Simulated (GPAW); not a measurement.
# BN (P6_3mc): refractive index against wavelength

The refractive index of BN (P6_3mc) along x below the direct gap (8.19 eV on the mesh) is read from one computed spectrum, n = √(Re ε). x, y and z are the Cartesian axes of the input cell.

Cell: a, b, c = 2.536, 2.536, 4.199 Å (primitive vectors), 4 atoms.

Method: GPAW 26.7.0, LDA, RPA, k-mesh 15×15×7, local fields up to 50 eV, Lorentzian half width 0.15 eV.

Launch of the response step: `OMP_NUM_THREADS=1 python df.py`. The run took 79 s, its band step included, on 1 thread of Arm Neoverse V1, with other jobs on the host.

```
wavelength (nm)  photon energy E (eV)       n
            532                 2.331  2.1549
            450                 2.755  2.1671
            405                 3.061  2.1774
            365                 3.397  2.1902
            308                 4.025  2.2193
            266                 4.661       ?
            248                 4.999  2.2796
```

In the single-oscillator model n² − 1 = E₀E_d/(E₀² − E²), so 1/(n² − 1) = E₀/E_d − E²/(E₀E_d) is linear in E².

Working, on the rows shown:

| x = E² (eV²) | y = 1/(n² − 1) |
| --- | --- |
| 5.43137 | 0.274454 |
| 7.59115 | 0.270539 |
| 9.37179 | 0.267303 |
| 11.5384 | 0.263367 |
| 16.2043 | 0.254758 |
| 24.9936 | 0.238289 |

Means: x̄ = 12.522, ȳ = 0.26145. Σ(x − x̄)(y − ȳ) = -0.4708, Σ(x − x̄)² = 254.6. Slope = -0.4708 / 254.6 = -0.001849; intercept = ȳ − slope · x̄ = 0.28461. Turned back into n, the line misses the rows shown by at most 0.00041.

Predict the last column of the withheld row from the fit.

At x = 21.725 the line gives y = 0.24443, that is 2.2564. The run gave 2.2562, so the interpolation is off by 0.00016, 0.1 % of the range in the table.

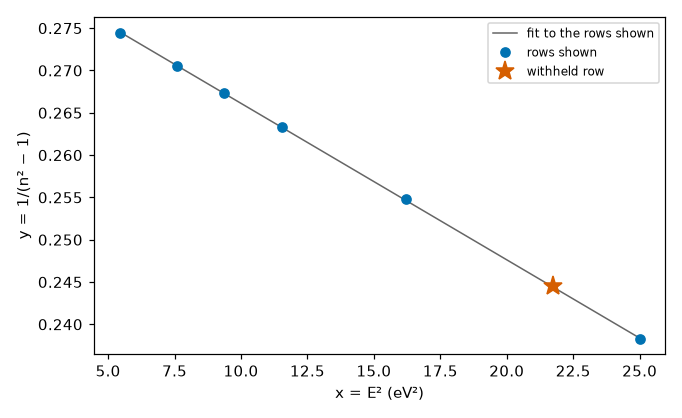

Refitted with all rows, the slope is -0.001848 and the intercept 0.2846. These give E₀ = √(intercept/−slope) = 12.41 eV and E_d = E₀/intercept = 43.6 eV; E₀ is 1.5 times the direct gap. The electronic limit at long wavelengths, without lattice vibrations, is n = √(1 + 1/intercept) = 2.125. The cell comes from an older database entry, whose edges can be off by a per cent or so. Excitons are left out; LDA gaps are as a rule too small. The values come from a sum over the points of one k-mesh and carry its error, which grows as the direct gap shrinks.

[Logs are printed without paths, hosts, clocks, repeated set-up lines and the standing remarks that a program may print on its own settings, such as how far it seeks lower states.]
